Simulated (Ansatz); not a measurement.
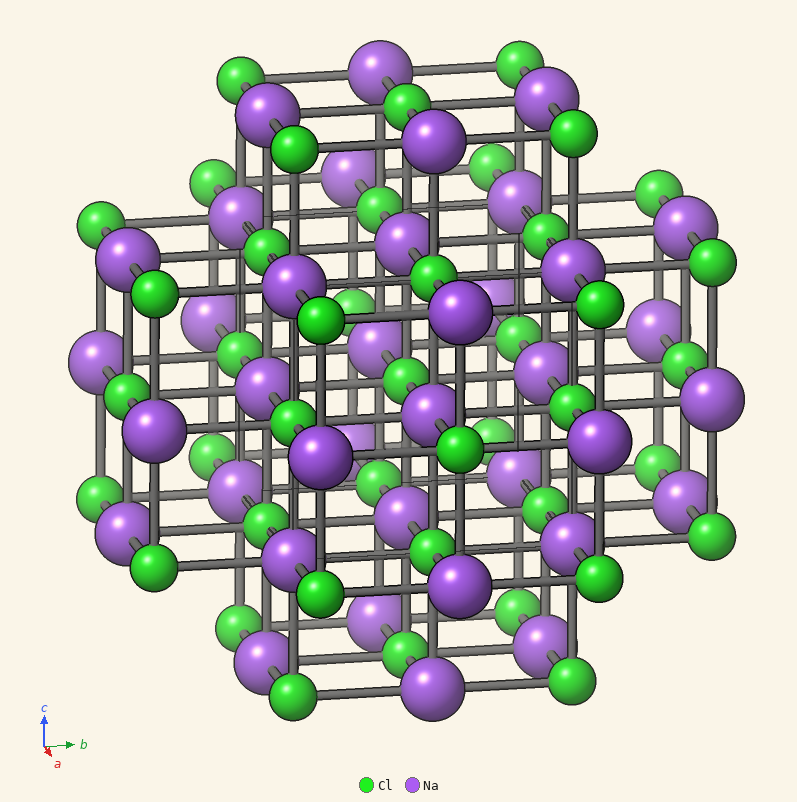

Structure drawing (ball-and-stick), viewed slightly off an axis. The lines enclose the drawn cell (a repeat of the simulation cell); boundary atoms appear with their images. Bonded atoms from the next cells complete the picture.

NaCl, a = 5.585 Å, b = 5.585 Å, c = 5.585 Å, α = 89.28°, β = 89.28°, γ = 89.28°. Strictly the space group is R-3m (No. 166, within 0.01 Å). It is a distorted form of a face-centred cubic structure, space group Fm-3m (No. 225) within 0.25 Å: rock salt (NaCl type). It goes back to a structure type filled with these elements by a generator (whether the compound takes this form wasn't checked). The cell was then strained or its atoms displaced on purpose. It was run through Ansatz as a DFT input.

This one geometry was computed with Ansatz (DFT, plane waves, PAW) at three levels of theory: HSE06, r2SCAN and PBE. It was relaxed with r2SCAN and then strained.

Q: How does the band gap change with the level of theory?

A: PBE: a gap of 5.20 eV, direct; r2SCAN: a gap of 6.00 eV, direct; HSE06: a gap of 6.58 eV, direct.

Q: Collect the results in a table.

A:
| level | cutoff (eV) | k-mesh of the run's cell | gap (eV) | pressure (GPa) |
| --- | --- | --- | --- | --- |
| HSE06 | 420 | 6×6×6 | 6.58 | 1.0 |
| r2SCAN | 500 | 8×8×8 | 6.00 | 0.4 |
| PBE | 420 | 8×8×8 | 5.20 | 1.6 |

Gaps are taken on the k-mesh or band path of each run.
